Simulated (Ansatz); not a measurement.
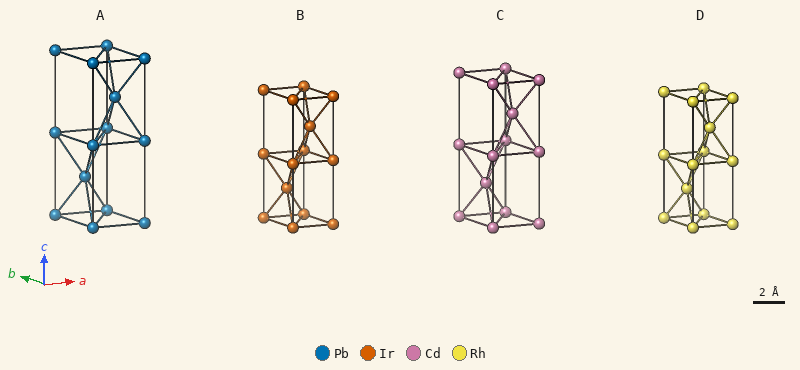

One structure type (space group P6_3/mmc for the parent) with different elements on its sites, each relaxed in cell and atoms to zero pressure (within 0.1 GPa). Style: ball-and-stick. Shown: the cell of the calculation, from a free direction.

Computed with DFT PBEsol, scalar-relativistic, plane waves, PAW (Ansatz). Set-up: plane-wave cutoff 420 eV; occupations gaussian; smearing width 0.1 eV. The k-mesh is chosen for each cell (12×12×4, 18×18×6, 18×18×4). Spin polarisation is switched on in some of the runs only.

### Give the formulas, and rank the crystals by volume per atom, smallest first.

D = Rh (13.5 Å³), B = Ir (14.1 Å³), C = Cd (20.9 Å³), A = Pb (30.0 Å³).
